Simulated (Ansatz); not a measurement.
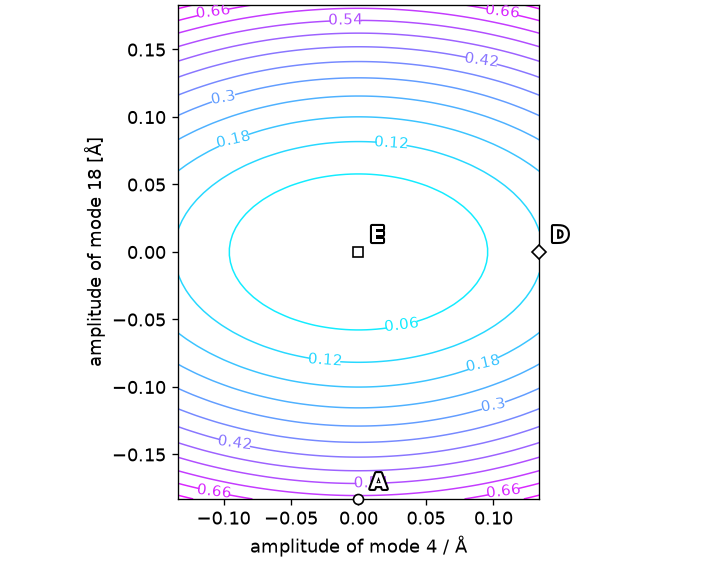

TiAl3 (Pm-3m, No. 221; 8 atoms in the cell). The energy is mapped over two normal modes frozen in (zone-centre modes of the 8-atom cell of this scan, which folds in the wave vector (0, 1/2, 1/2) of the primitive cell). Coordinates scanned: (1) amplitude of mode 4 (173 cm⁻¹), largest displacement; (2) amplitude of mode 18 (301 cm⁻¹), largest displacement. Nothing is relaxed (the cell and all other modes fixed). The scan uses an 11 × 11 grid; 36 points were computed and 85 follow by symmetry. Points are written as (first, second). Energies: eV per cell, counted from the lowest grid point. Theory: DFT PBEsol, scalar-relativistic, plane waves, PAW (Ansatz). Settings: cutoff 520 eV, k-mesh 10×8×8 in the order of the run's cell vectors, gaussian smearing 0.15 eV, no spin polarisation.

Drawn: contour lines labelled in eV, lettered points. Between grid points the surface is interpolated.

### Is E the lowest point of the computed grid?

Yes. E, at (0.000 Å, 0.000 Å), has the lowest energy of the grid.

### Rank the lettered points by energy, lowest first.

E (0.00 eV), D (0.12 eV), A (0.62 eV).

PAW datasets: the set soft_1.
